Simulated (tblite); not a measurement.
# Single-point calculation, with input and output: Se

System: Se (6 atoms in the cell).
Method: GFN2-xTB tight binding on a periodic cluster of cells at the zone centre (tblite 0.8.0).

The structure derives from a Materials Project entry. The geometry comes from this level: r2scan-rvv10 (a point of a series of volumes). It belongs to a series of runs on one base structure; here: volume -12%.

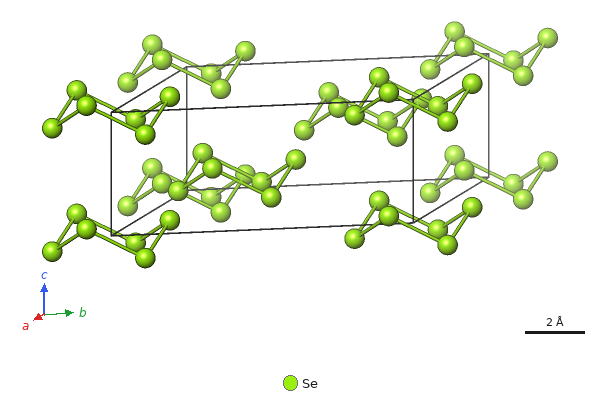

Figure 1. The input geometry (ball-and-stick view of the cell 3 times as large as that of the calculation, set on its symmetry axes, seen slightly off an axis). An atom can appear more than once, as a periodic image. Near neighbours in the periodic cell (some may lie outside the picture): Se has 2 Se at 2.27 Å.

**The input**
```python
import json
from ase import Atoms
from ase.build import make_supercell
from ase.units import Bohr, GPa, Hartree
from tblite.interface import Calculator

atoms = Atoms(['Se', 'Se', 'Se', 'Se', 'Se', 'Se'],
              cell=[[5.3901077, 3.11198013, 1.42643918], [-5.3901077, 3.11198013, 1.42643918], [0.0, -6.22396026, 1.42643918]],
              scaled_positions=[[0.839297991, 0.715036189, 0.084137802], [0.715036189, 0.084137802, 0.839297991], [0.084137802, 0.839297991, 0.715036189], [0.160702009, 0.284963811, 0.915862198], [0.284963811, 0.915862198, 0.160702009], [0.915862198, 0.160702009, 0.284963811]],
              pbc=True)
cluster = make_supercell(atoms, [[1, -1, 0], [0, 1, -1], [2, 2, 2]])
calc = Calculator('GFN2-xTB', cluster.numbers, cluster.positions / Bohr, lattice=cluster.cell[:] / Bohr, periodic=cluster.pbc)
calc.set('temperature', 0.02 / Hartree)
calc.set('max-iter', 150)
res = calc.singlepoint()
levels = res.get('orbital-energies') * Hartree
nv = round(res.get('orbital-occupations').sum() / 2)
cells = len(cluster) // len(atoms)
out = {'energy_per_cell': res.get('energy') * Hartree / cells, 'homo': levels[nv - 1], 'lumo': levels[nv],
       'stress': (-res.get('virial') * Hartree / cluster.get_volume() / GPa).tolist(), 'charges': res.get('charges')[:len(atoms)].tolist(), 'electrons': 2 * nv / cells}
json.dump(out, open('results.json', 'w'))
for key, value in out.items():
    print(key, value)
```

Launch command:
```bash
python run.py
```

**Output**
```
------------------------------------------------------------
  cycle        total energy    energy error   density error
------------------------------------------------------------
      1     -115.1511411136  -1.1537872E+02   3.2765595E-01
      2     -115.2797485479  -1.2860743E-01   1.6487827E-01
      3     -115.2910790168  -1.1330469E-02   4.8544651E-02
      4     -115.2920993533  -1.0203365E-03   2.5102356E-02
      5     -115.2933633224  -1.2639691E-03   1.3582067E-02
      6     -115.2941654429  -8.0212045E-04   1.2102539E-02
      7     -115.2944302109  -2.6476802E-04   1.2069548E-02
      8     -115.2970875378  -2.6573269E-03   1.1953482E-02
      9     -115.3124758602  -1.5388322E-02   3.1287357E-02
     10     -115.2929998827   1.9475977E-02   4.1138509E-02
     11     -115.2833884030   9.6114796E-03   1.3475721E-02
     12     -115.2853967261  -2.0083230E-03   1.5423919E-02
     13     -115.3204386716  -3.5041946E-02   8.9812086E-03
     14     -115.3240958398  -3.6571682E-03   9.0209597E-04
     15     -115.3232548084   8.4103142E-04   5.5046576E-03
     16     -115.3200718666   3.1829418E-03   1.1423573E-02
     17     -115.3221036378  -2.0317712E-03   7.1560710E-03
     18     -115.3238912924  -1.7876546E-03   2.7947128E-03
     19     -115.3240585978  -1.6730537E-04   1.2562322E-03
     20     -115.3241125230  -5.3925282E-05   3.4749646E-04
     21     -115.3241156017  -3.0786512E-06   1.2196600E-04
     22     -115.3241066391   8.9626147E-06   5.1568289E-04
     23     -115.3241158830  -9.2438828E-06   7.4362213E-05
     24     -115.3241161464  -2.6342937E-07   4.4533806E-06
------------------------------------------------------------

 total:                                   1.999 sec
energy_per_cell -523.0215070630808
homo -8.573718696415924
lumo -6.165751436176745
stress [[15.558783689561347, -0.0002601381110637172, -8.364859958813852e-05], [-0.0002601381110638315, 15.55842451175956, -1.317893716265211e-05], [-8.364859958821535e-05, -1.317893716261267e-05, 6.610252743808174]]
charges [-2.443551516932707e-05, 2.160745078094717e-05, 1.01360714188925e-05, -1.7334932084125954e-05, 2.8779638196363422e-05, 1.7209094785669565e-05]
electrons 36.0
```

**Results in brief**

| quantity | value |
| --- | --- |
| outcome | converged |
| space group (tolerance 0.01 Å) | R-3 (148) |
| electrons treated | 36 |
| total energy | −523.0215 eV |
| band gap | 2.41 eV |
| pressure | 12.58 GPa |
| hardware | 1 thread of Arm Neoverse V2, 24 GiB of memory available, shared host |
| wall time | 2.6 s |
| peak memory | 0.1 GiB |
